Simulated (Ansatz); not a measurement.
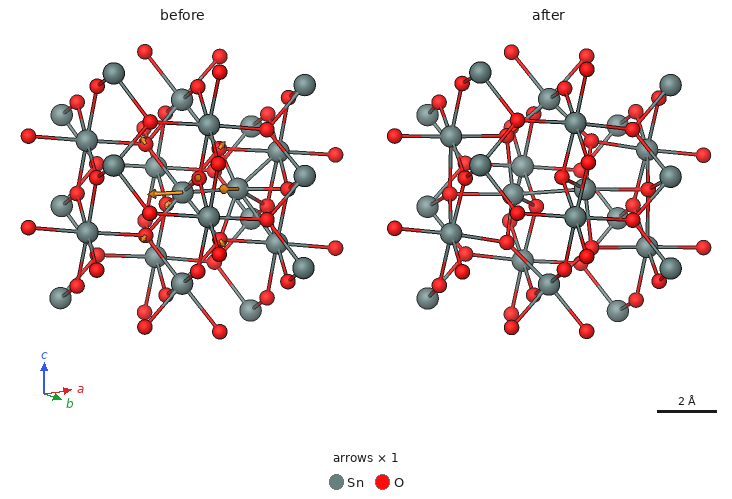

The structure of a defect cell of composition Sn25O48 (cell charge −1) before (left) and after (right) a relaxation, at one scale. The orange arrows give the displacements, at their true length.

A ball-and-stick model of the atoms within 5.8 Å of the atom that moves most (axes of the cell of the calculation (origin shifted)), seen from a free direction.

Level of theory: Ansatz 0.2.0, DFT, PBEsol, PAW, plane waves. Set-up: plane-wave cutoff 420 eV; k-point mesh 1 × 1 × 1; mesh shifted by (0.25, 0.25, 0.25); collinear spin; atoms relaxed in a fixed cell; force threshold 0.03 eV/Å; at most 80 steps.

### Describe what moved and what it gained.

A Sn atom moves most: 1.29 Å roughly along [−3 −1 0]. By element the largest moves are Sn 1.29 Å, O 0.34 Å. The lattice vectors keep their values. Near-neighbour distances that change, for instance: O–Sn 3.624 → 2.161 Å, O–Sn 2.056 → 3.278 Å, O–Sn 2.068 → 3.258 Å, O–Sn 1.937 → 3.055 Å. New bonds form, among them: O–Sn (2.85 → 2.00 Å), O–Sn (3.62 → 2.16 Å). Bonds break, among them: O–Sn (1.94 → 3.06 Å), O–Sn (2.06 → 3.28 Å), O–Sn (2.07 → 3.26 Å), O–Sn (2.10 → 3.19 Å). Bond angles that change, for instance: Sn–Sn–O 136.7° → 87.5°, Sn–O–Sn 166.3° → 118.0°, Sn–O–Sn 159.4° → 117.5°. The energy falls by 26.014 eV per cell of the calculation in 16 geometry steps. The largest force component goes from 32 to 0.0081 eV/Å.

Limits of the set-up: the cell is charged, on a uniform background, and energies carry no finite-size correction.
